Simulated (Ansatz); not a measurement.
**Geometry relaxation of MoS2 (part 1 of 3)**

System: MoS2 (P-3m1, 6 atoms in the cell).
Method: DFT PBE+D3(BJ), scalar-relativistic, plane waves, PAW, no spin polarisation (Ansatz 0.2.0).

The structure derives from a Materials Project entry.

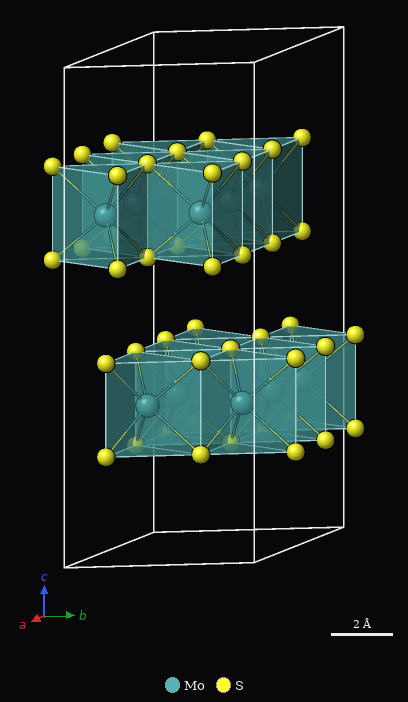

Figure 1. The input geometry (polyhedral view of the 3 × 2 repeat of the cell, with the vacuum cut short, seen slightly off an axis; polyhedra are completed across the faces of the cell). An atom can appear more than once, as a periodic image.

## Input
```yaml
crystal:
  lattice:
    - [3.184541456, 0.0, 0.0]
    - [-1.592270728, 2.7578938003, 0.0]
    - [0.0, 0.0, 21.67053472]
  atoms:
    - { symbol: Mo, position: [0.66666667, 0.33333333, 0.14883977] }
    - { symbol: Mo, position: [0.33333333, 0.66666667, 0.85116023] }
    - { symbol: S, position: [0.33333333, 0.66666667, 0.22037461] }
    - { symbol: S, position: [0.66666667, 0.33333333, 0.922749] }
    - { symbol: S, position: [0.33333333, 0.66666667, 0.077251] }
    - { symbol: S, position: [0.66666667, 0.33333333, 0.77962539] }
basis:
  ecutwfc: 420
kpoints:
  mp_grid: { grid: [12, 12, 2] }
hamiltonian:
  xc: pbe
  dispersion: d3bj
scf:
  occupations: { method: gaussian, width: 0.02 }
output:
  forces: true
  stress: true
  eigenvalues: true
  write_density: true
  write_potential: true
  elf: true
  volumetric_format: npy
relax:
  adjacent_minimum: "off"
  f_tol: 0.005
  max_steps: 80
  cell: { stress_tol: 0.05 }
```

Launch command:
```bash
ansatz run input.yaml --threads 4 --pin off --max-ram 10240MiB --backend cpu --events-out ev --progress --plain --runs-dir out
```

## Output
```
Engine: ansatz 0.2.0, x86_64-unknown-linux-gnu
Pseudopotentials: kind: paw
Pseudopotential: Mo, paw, valence charge 14, recommended cutoff 420 eV (normal), Mo.paw.azcp
Pseudopotential: S, paw, valence charge 6, recommended cutoff 420 eV (normal), S.paw.azcp
Functional definition: PBE
  parameter kappa = 0.804
  parameter beta = 0.06672455060314922
  exchange = pbe_x(kappa = kappa, mu = beta*pi^2/3)
  correlation = pbe_c(beta = beta)
Crystal: 6 atoms, lattice volume = 190.324 Å³
Basis set: ecut = 420 eV, 3721 PW (Γ), exchange–correlation on 48×48×300 points (8 copies of the dense FFT grid, shifted against one another)
Bands: 32, of which v1, the nominal top of the filled ones, is band 26 counted from 1 (25 counted from 0)
Symmetry: 12 space group operations
Space group: P-3m1 (ITA 164), of the structure as read, at distance tolerance 5.8e-5 Å
k-points: 38 of 288
Non-local potential: Mo, projectors of the file, l = 0: 3, l = 1: 2, l = 2: 2, l = 3: 1
Non-local potential: S, projectors of the file, l = 0: 2, l = 1: 2, l = 2: 2
PAW form: soft (Blöchl's): semilocal exchange-correlation on the pseudo side does not see the compensation charge
PAW one-centre angular grid: Mo, 590 points (default); XC on 64 Gauss nodes
PAW one-centre angular grid: S, 110 points (default); XC on 64 Gauss nodes
Initial density: superposition of atomic densities (neutral atoms: chi_scale 0, normalization atom), corrected by the library's trained network
Initial wavefunctions: pseudopotential atomic-orbital guess
Functional: x = pbe(κ = 0.804, μ = 0.2195149727645171), c = pbe(β = 0.06672455060314922)
SCF iter   1: F=—  HF=-13527.743972 eV  |F-HF|=—  |Δ(HF+E_count)|=         —  Δρ=4.31e-3  dr2=5.91e-2  ethr=1.77e-3  ⟨swp⟩=9.5  Hψ=6473  notcnv=0
preconditioner: auto → none  [insulator: Δε(μ)=1.225 eV  Ē_g=7.703 eV  σ=0.020 eV  W_gap=1.00  n_scr=14 (ndim 8)  ℏωp=16.1 eV  f_vac=0.413  D(μ)=0.00/eV (n_scr^D=0)  ε∞_Penn≈5.4]
SCF iter   2: F=—  HF=-13527.839587 eV  |F-HF|=—  |Δ(HF+E_count)|=   9.56e-2  Δρ=6.77e-3  dr2=9.93e-1  ethr=1.14e-4  ⟨swp⟩=4.8  Hψ=3283  notcnv=0  defer=66
SCF iter   3: F=—  HF=-13527.751586 eV  |F-HF|=—  |Δ(HF+E_count)|=   8.80e-2  Δρ=2.06e-3  dr2=1.12e-2  ethr=1.14e-4  ⟨swp⟩=4.9  Hψ=3053  notcnv=0  defer=58
SCF iter   4: F=—  HF=-13527.757700 eV  |F-HF|=—  |Δ(HF+E_count)|=   6.11e-3  Δρ=2.27e-3  dr2=2.78e-2  ethr=2.15e-5  ⟨swp⟩=3.2  Hψ=2219  notcnv=0  defer=58  recentre
SCF iter   5: F=—  HF=-13527.754590 eV  |F-HF|=—  |Δ(HF+E_count)|=   3.11e-3  Δρ=2.19e-4  dr2=9.71e-5  ethr=2.15e-5  ⟨swp⟩=2.1  Hψ=1855  notcnv=0  defer=58
SCF iter   6: F=—  HF=-13527.754502 eV  |F-HF|=—  |Δ(HF+E_count)|=   8.77e-5  Δρ=4.87e-5  dr2=4.56e-6  ethr=1.87e-7  ⟨swp⟩=2.8  Hψ=2320  notcnv=0  defer=58
SCF iter   7: F=—  HF=-13527.754504 eV  |F-HF|=—  |Δ(HF+E_count)|=   2.19e-6  Δρ=1.33e-5  dr2=1.45e-7  ethr=8.76e-9  ⟨swp⟩=2.0  Hψ=1921  notcnv=0  defer=58
SCF iter   8: F=-13527.754505 eV  HF=-13527.754505 eV  |F-HF|=1.10e-7  |Δ(HF+E_count)|=   4.75e-7  Δρ=3.51e-6  dr2=1.07e-8  ethr=1.92e-10  ⟨swp⟩=16.7  Hψ=10738  notcnv=0
SCF 1 converged in 8 iterations: F = -13527.754505 eV  dr2 = 1.07e-8
  greatest PAW one-centre occupation: 0.998 electrons in one spin orbital (limit 2), on the Mo atom at site 1 (counted from 0), in its partial waves of l = 0
relax step   1: F+E_penalty+E_count = -13527.75450484 eV  Δ(F+E_penalty+E_count) = +0.000e0 eV  max|allowed force component| = 1.775e-1 eV/Å  Δτ_max = 0.0000 Å  P = -0.892 GPa  Ω = 190.324 Å³  (8 SCF iters, dr2 threshold 1.00e-7 eV, accepted)
Crystal: 6 atoms, lattice volume = 178.640 Å³
Basis set: ecut = 420 eV, 3443 PW (Γ), exchange–correlation on 48×48×300 points (8 copies of the dense FFT grid, shifted against one another)
Initial density: handed on by an earlier stage of this run
Initial wavefunctions: those handed on with the density
iter 1 solved again at ethr=4.35e-4 eV; its pass at ethr=3.10e-3 eV (dr2=2.26e-1 eV) is discarded
SCF iter   1: F=—  HF=-13527.808974 eV  |F-HF|=—  |Δ(HF+E_count)|=         —  Δρ=1.30e-2  dr2=2.31e-1  ethr=4.35e-4  ⟨swp⟩=1.8  Hψ=7810  notcnv=0
preconditioner: auto → none  [insulator: Δε(μ)=1.276 eV  Ē_g=7.861 eV  σ=0.020 eV  W_gap=1.00  n_scr=14 (ndim 8)  ℏωp=16.7 eV  f_vac=0.414  D(μ)=0.00/eV (n_scr^D=0)  ε∞_Penn≈5.5]
SCF iter   2: F=—  HF=-13527.835707 eV  |F-HF|=—  |Δ(HF+E_count)|=   2.67e-2  Δρ=7.52e-3  dr2=8.67e-1  ethr=4.35e-4  ⟨swp⟩=4.3  Hψ=2541  notcnv=0  defer=7  recentre
SCF iter   3: F=—  HF=-13527.821739 eV  |F-HF|=—  |Δ(HF+E_count)|=   1.40e-2  Δρ=1.02e-2  dr2=6.65e-1  ethr=4.35e-4  ⟨swp⟩=4.6  Hψ=2541  notcnv=0  defer=25
SCF iter   4: F=—  HF=-13527.763412 eV  |F-HF|=—  |Δ(HF+E_count)|=   5.83e-2  Δρ=4.82e-3  dr2=2.16e-2  ethr=4.35e-4  ⟨swp⟩=3.3  Hψ=1882  notcnv=0  defer=56
SCF iter   5: F=—  HF=-13527.761915 eV  |F-HF|=—  |Δ(HF+E_count)|=   1.50e-3  Δρ=2.07e-3  dr2=4.00e-3  ethr=4.16e-5  ⟨swp⟩=3.1  Hψ=2221  notcnv=0  defer=56
SCF iter   6: F=—  HF=-13527.761571 eV  |F-HF|=—  |Δ(HF+E_count)|=   3.43e-4  Δρ=4.98e-4  dr2=2.46e-4  ethr=7.69e-6  ⟨swp⟩=2.4  Hψ=2098  notcnv=0  defer=53
SCF iter   7: F=—  HF=-13527.761464 eV  |F-HF|=—  |Δ(HF+E_count)|=   1.08e-4  Δρ=1.46e-4  dr2=3.23e-5  ethr=4.74e-7  ⟨swp⟩=2.3  Hψ=2196  notcnv=0  defer=53
SCF iter   8: F=—  HF=-13527.761464 eV  |F-HF|=—  |Δ(HF+E_count)|=   3.43e-7  Δρ=4.51e-5  dr2=1.32e-6  ethr=6.22e-8  ⟨swp⟩=2.3  Hψ=1794  notcnv=0  defer=53
SCF iter   9: F=-13527.761464 eV  HF=-13527.761464 eV  |F-HF|=1.36e-8  |Δ(HF+E_count)|=   1.61e-7  Δρ=7.10e-6  dr2=5.76e-8  ethr=1.15e-9  ⟨swp⟩=19.1  Hψ=11730  notcnv=0
SCF 2 converged in 9 iterations: F = -13527.761464 eV  dr2 = 5.76e-8
relax step   2: F+E_penalty+E_count = -13527.76146375 eV  Δ(F+E_penalty+E_count) = -6.959e-3 eV  max|allowed force component| = 3.397e-1 eV/Å  Δτ_max = 0.1922 Å  P = +0.426 GPa  Ω = 178.640 Å³  energy of the carried Pulay correction = +7.609e-4 eV  (9 SCF iters, dr2 threshold 6.00e-7 eV, accepted)
[... from here on the SCF iterations and repeated set-up lines of each step are left out, up to the last step ...]
SCF 3 converged in 8 iterations: F = -13527.804149 eV  dr2 = 2.95e-7
relax step   3: F+E_penalty+E_count = -13527.80414858 eV  Δ(F+E_penalty+E_count) = -4.268e-2 eV  max|allowed force component| = 8.288e-2 eV/Å  Δτ_max = 0.0990 Å  P = -0.216 GPa  Ω = 184.008 Å³  energy of the carried Pulay correction = +4.054e-4 eV  (8 SCF iters, dr2 threshold 6.00e-7 eV, accepted)
SCF 4 converged in 8 iterations: F = -13527.804592 eV  dr2 = 3.84e-8
relax step   4: F+E_penalty+E_count = -13527.80459190 eV  Δ(F+E_penalty+E_count) = -4.433e-4 eV  max|allowed force component| = 1.650e-1 eV/Å  Δτ_max = 0.0442 Å  P = +0.375 GPa  Ω = 184.312 Å³  energy of the carried Pulay correction = +3.856e-4 eV  (8 SCF iters, dr2 threshold 4.29e-7 eV, accepted)
SCF 5 converged in 7 iterations: F = -13527.806390 eV  dr2 = 8.92e-8
relax step   5: F+E_penalty+E_count = -13527.80638985 eV  Δ(F+E_penalty+E_count) = -1.798e-3 eV  max|allowed force component| = 1.123e-2 eV/Å  Δτ_max = 0.0169 Å  P = -0.088 GPa  Ω = 184.077 Å³  energy of the carried Pulay correction = +4.009e-4 eV  (7 SCF iters, dr2 threshold 6.00e-7 eV, accepted)
SCF 6 converged in 8 iterations: F = -13527.806664 eV  dr2 = 3.42e-9
relax step   6: F+E_penalty+E_count = -13527.80666356 eV  Δ(F+E_penalty+E_count) = -2.737e-4 eV  max|allowed force component| = 5.015e-3 eV/Å  Δτ_max = 0.0144 Å  P = +0.005 GPa  Ω = 183.077 Å³  energy of the carried Pulay correction = +4.663e-4 eV  (8 SCF iters, dr2 threshold 2.65e-8 eV, accepted)
SCF 7 converged in 9 iterations: F = -13527.806972 eV  dr2 = 4.38e-10
relax step   7: F+E_penalty+E_count = -13527.80697175 eV  Δ(F+E_penalty+E_count) = -3.082e-4 eV  max|allowed force component| = 2.041e-2 eV/Å  Δτ_max = 0.0328 Å  P = +0.077 GPa  Ω = 181.535 Å³  energy of the carried Pulay correction = +5.679e-4 eV  (9 SCF iters, dr2 threshold 1.57e-9 eV, accepted)
SCF 8 converged in 11 iterations: F = -13527.807682 eV  dr2 = 5.70e-10
relax step   8: F+E_penalty+E_count = -13527.80768153 eV  Δ(F+E_penalty+E_count) = -7.098e-4 eV  max|allowed force component| = 8.967e-2 eV/Å  Δτ_max = 0.1347 Å  P = +0.339 GPa  Ω = 175.804 Å³  energy of the carried Pulay correction = +9.528e-4 eV  (11 SCF iters, dr2 threshold 2.60e-8 eV, accepted)
SCF 9 converged in 7 iterations: F = -13527.808120 eV  dr2 = 5.22e-8
relax step   9: F+E_penalty+E_count = -13527.80811999 eV  Δ(F+E_penalty+E_count) = -4.385e-4 eV  max|allowed force component| = 5.340e-2 eV/Å  Δτ_max = 0.0074 Å  P = +0.204 GPa  Ω = 176.417 Å³  energy of the carried Pulay correction = +9.111e-4 eV  (7 SCF iters, dr2 threshold 5.34e-7 eV, accepted)
SCF 10 converged in 9 iterations: F = -13527.809713 eV  dr2 = 8.31e-9
relax step  10: F+E_penalty+E_count = -13527.80971254 eV  Δ(F+E_penalty+E_count) = -1.593e-3 eV  max|allowed force component| = 3.369e-2 eV/Å  Δτ_max = 0.1206 Å  P = +0.108 GPa  Ω = 172.478 Å³  energy of the carried Pulay correction = +1.182e-3 eV  (9 SCF iters, dr2 threshold 1.78e-7 eV, accepted)
SCF 11 converged in 11 iterations: F = -13527.811794 eV  dr2 = 1.48e-10
relax step  11: F+E_penalty+E_count = -13527.81179368 eV  Δ(F+E_penalty+E_count) = -2.081e-3 eV  max|allowed force component| = 7.070e-2 eV/Å  Δτ_max = 0.1950 Å  P = +0.215 GPa  Ω = 165.573 Å³  energy of the carried Pulay correction = +1.671e-3 eV  (11 SCF iters, dr2 threshold 7.09e-8 eV, accepted)
SCF 12 converged in 10 iterations: F = -13527.813916 eV  dr2 = 7.59e-10
relax step  12: F+E_penalty+E_count = -13527.81391639 eV  Δ(F+E_penalty+E_count) = -2.123e-3 eV  max|allowed force component| = 1.263e-1 eV/Å  Δτ_max = 0.1915 Å  P = +0.400 GPa  Ω = 159.750 Å³  energy of the carried Pulay correction = +2.099e-3 eV  (10 SCF iters, dr2 threshold 4.83e-7 eV, accepted)
SCF 13 converged in 10 iterations: F = -13527.818495 eV  dr2 = 5.30e-10
relax step  13: F+E_penalty+E_count = -13527.81849483 eV  Δ(F+E_penalty+E_count) = -4.578e-3 eV  max|allowed force component| = 5.206e-2 eV/Å  Δτ_max = 0.1948 Å  P = +0.101 GPa  Ω = 154.196 Å³  energy of the carried Pulay correction = +2.520e-3 eV  (10 SCF iters, dr2 threshold 6.00e-7 eV, accepted)
SCF 14 converged in 9 iterations: F = -13527.822479 eV  dr2 = 1.76e-8
relax step  14: F+E_penalty+E_count = -13527.82247901 eV  Δ(F+E_penalty+E_count) = -3.984e-3 eV  max|allowed force component| = 6.662e-2 eV/Å  Δτ_max = 0.1958 Å  P = +0.163 GPa  Ω = 149.560 Å³  energy of the carried Pulay correction = +2.882e-3 eV  (9 SCF iters, dr2 threshold 2.02e-7 eV, accepted)
SCF 15 converged in 8 iterations: F = -13527.827151 eV  dr2 = 1.24e-7
relax step  15: F+E_penalty+E_count = -13527.82715117 eV  Δ(F+E_penalty+E_count) = -4.672e-3 eV  max|allowed force component| = 1.956e-1 eV/Å  Δτ_max = 0.1959 Å  P = +0.001 GPa  Ω = 143.871 Å³  energy of the carried Pulay correction = +3.341e-3 eV  (8 SCF iters, dr2 threshold 2.77e-7 eV, accepted)
SCF 16 converged in 10 iterations: F = -13527.826859 eV  dr2 = 1.41e-9
relax step  16: F+E_penalty+E_count = -13527.82685908 eV  Δ(F+E_penalty+E_count) = +2.921e-4 eV  max|allowed force component| = 4.195e-1 eV/Å  Δτ_max = 0.1938 Å  P = +0.315 GPa  Ω = 138.286 Å³  energy of the carried Pulay correction = +3.806e-3 eV  (10 SCF iters, dr2 threshold 6.00e-7 eV, rejected (line search))
SCF 17 converged in 11 iterations: F = -13527.830019 eV  dr2 = 1.19e-11
relax step  17: F+E_penalty+E_count = -13527.83001930 eV  Δ(F+E_penalty+E_count) = -2.868e-3 eV  max|allowed force component| = 1.205e-1 eV/Å  Δτ_max = 0.0946 Å  P = -0.401 GPa  Ω = 142.473 Å³  energy of the carried Pulay correction = +3.456e-3 eV  (11 SCF iters, accepted)
SCF 18 converged in 10 iterations: F = -13527.834388 eV  dr2 = 3.63e-10
relax step  18: F+E_penalty+E_count = -13527.83438809 eV  Δ(F+E_penalty+E_count) = -4.369e-3 eV  max|allowed force component| = 8.511e-2 eV/Å  Δτ_max = 0.0975 Å  P = +0.113 GPa  Ω = 139.835 Å³  energy of the carried Pulay correction = +3.676e-3 eV  (10 SCF iters, dr2 threshold 6.00e-7 eV, accepted)
SCF 19 converged in 10 iterations: F = -13527.840788 eV  dr2 = 1.14e-9
relax step  19: F+E_penalty+E_count = -13527.84078752 eV  Δ(F+E_penalty+E_count) = -6.399e-3 eV  max|allowed force component| = 8.981e-2 eV/Å  Δτ_max = 0.1444 Å  P = +0.354 GPa  Ω = 135.829 Å³  energy of the carried Pulay correction = +4.016e-3 eV  (10 SCF iters, dr2 threshold 4.53e-7 eV, accepted)
SCF 20 converged in 10 iterations: F = -13527.851225 eV  dr2 = 1.72e-9
relax step  20: F+E_penalty+E_count = -13527.85122474 eV  Δ(F+E_penalty+E_count) = -1.044e-2 eV  max|allowed force component| = 6.357e-2 eV/Å  Δτ_max = 0.1951 Å  P = +0.051 GPa  Ω = 132.347 Å³  energy of the carried Pulay correction = +4.319e-3 eV  (10 SCF iters, dr2 threshold 5.04e-7 eV, accepted)
SCF 21 converged in 8 iterations: F = -13527.863709 eV  dr2 = 2.51e-7
relax step  21: F+E_penalty+E_count = -13527.86370911 eV  Δ(F+E_penalty+E_count) = -1.248e-2 eV  max|allowed force component| = 1.494e-1 eV/Å  Δτ_max = 0.1950 Å  P = +0.369 GPa  Ω = 127.872 Å³  energy of the carried Pulay correction = +4.718e-3 eV  (8 SCF iters, dr2 threshold 2.53e-7 eV, accepted)
SCF 22 converged in 8 iterations: F = -13527.880252 eV  dr2 = 1.22e-7
relax step  22: F+E_penalty+E_count = -13527.88025184 eV  Δ(F+E_penalty+E_count) = -1.654e-2 eV  max|allowed force component| = 1.683e-1 eV/Å  Δτ_max = 0.1950 Å  P = +0.402 GPa  Ω = 124.478 Å³  energy of the carried Pulay correction = +5.028e-3 eV  (8 SCF iters, dr2 threshold 6.00e-7 eV, accepted)
SCF 23 converged in 8 iterations: F = -13527.900134 eV  dr2 = 7.34e-8
relax step  23: F+E_penalty+E_count = -13527.90013449 eV  Δ(F+E_penalty+E_count) = -1.988e-2 eV  max|allowed force component| = 2.749e-1 eV/Å  Δτ_max = 0.1977 Å  P = +0.701 GPa  Ω = 120.467 Å³  energy of the carried Pulay correction = +5.403e-3 eV  (8 SCF iters, dr2 threshold 6.00e-7 eV, accepted)
SCF 24 converged in 8 iterations: F = -13527.927514 eV  dr2 = 4.28e-8
relax step  24: F+E_penalty+E_count = -13527.92751378 eV  Δ(F+E_penalty+E_count) = -2.738e-2 eV  max|allowed force component| = 2.319e-1 eV/Å  Δτ_max = 0.1928 Å  P = +0.483 GPa  Ω = 117.947 Å³  energy of the carried Pulay correction = +5.644e-3 eV  (8 SCF iters, dr2 threshold 6.00e-7 eV, accepted)
SCF 25 converged in 8 iterations: F = -13527.964169 eV  dr2 = 3.15e-8
relax step  25: F+E_penalty+E_count = -13527.96416872 eV  Δ(F+E_penalty+E_count) = -3.665e-2 eV  max|allowed force component| = 2.250e-1 eV/Å  Δτ_max = 0.2000 Å  P = +0.439 GPa  Ω = 114.230 Å³  energy of the carried Pulay correction = +6.006e-3 eV  (8 SCF iters, dr2 threshold 6.00e-7 eV, accepted)
SCF 26 converged in 8 iterations: F = -13528.005311 eV  dr2 = 1.78e-8
relax step  26: F+E_penalty+E_count = -13528.00531093 eV  Δ(F+E_penalty+E_count) = -4.114e-2 eV  max|allowed force component| = 2.351e-1 eV/Å  Δτ_max = 0.2000 Å  P = +0.444 GPa  Ω = 110.884 Å³  energy of the carried Pulay correction = +6.339e-3 eV  (8 SCF iters, dr2 threshold 6.00e-7 eV, accepted)
SCF 27 converged in 8 iterations: F = -13528.048576 eV  dr2 = 9.35e-9
relax step  27: F+E_penalty+E_count = -13528.04857626 eV  Δ(F+E_penalty+E_count) = -4.327e-2 eV  max|allowed force component| = 2.238e-1 eV/Å  Δτ_max = 0.2000 Å  P = +0.409 GPa  Ω = 107.893 Å³  energy of the carried Pulay correction = +6.643e-3 eV  (8 SCF iters, dr2 threshold 6.00e-7 eV, accepted)
SCF 28 converged in 7 iterations: F = -13528.084266 eV  dr2 = 4.24e-7
relax step  28: F+E_penalty+E_count = -13528.08426614 eV  Δ(F+E_penalty+E_count) = -3.569e-2 eV  max|allowed force component| = 6.113e-2 eV/Å  Δτ_max = 0.1922 Å  P = -0.221 GPa  Ω = 105.561 Å³  energy of the carried Pulay correction = +6.884e-3 eV  (7 SCF iters, dr2 threshold 6.00e-7 eV, accepted)
SCF 29 converged in 6 iterations: F = -13528.074771 eV  dr2 = 1.06e-7
relax step  29: F+E_penalty+E_count = -13528.07477102 eV  Δ(F+E_penalty+E_count) = +9.495e-3 eV  max|allowed force component| = 3.308e-1 eV/Å  Δτ_max = 0.1942 Å  P = +2.514 GPa  Ω = 101.271 Å³  energy of the carried Pulay correction = +7.337e-3 eV  (6 SCF iters, dr2 threshold 6.00e-7 eV, rejected (line search))
SCF 30 converged in 10 iterations: F = -13528.096112 eV  dr2 = 1.02e-11
relax step  30: F+E_penalty+E_count = -13528.09611224 eV  Δ(F+E_penalty+E_count) = -1.185e-2 eV  max|allowed force component| = 3.743e-2 eV/Å  Δτ_max = 0.0971 Å  P = -0.106 GPa  Ω = 104.431 Å³  energy of the carried Pulay correction = +7.002e-3 eV  (10 SCF iters, accepted)
SCF 31 converged in 6 iterations: F = -13528.100184 eV  dr2 = 2.37e-8
relax step  31: F+E_penalty+E_count = -13528.10018416 eV  Δ(F+E_penalty+E_count) = -4.072e-3 eV  max|allowed force component| = 1.160e-2 eV/Å  Δτ_max = 0.0661 Å  P = +0.001 GPa  Ω = 103.922 Å³  energy of the carried Pulay correction = +7.056e-3 eV  (6 SCF iters, dr2 threshold 1.51e-7 eV, accepted)
SCF 32 converged in 6 iterations: F = -13528.100548 eV  dr2 = 2.30e-9
relax step  32: F+E_penalty+E_count = -13528.10054822 eV  Δ(F+E_penalty+E_count) = -3.641e-4 eV  max|allowed force component| = 2.562e-3 eV/Å  Δτ_max = 0.0194 Å  P = -0.003 GPa  Ω = 103.880 Å³  energy of the carried Pulay correction = +7.060e-3 eV  (6 SCF iters, dr2 threshold 8.42e-9 eV, accepted)
SCF 33 converged in 7 iterations: F = -13528.100566 eV  dr2 = 4.95e-12
```
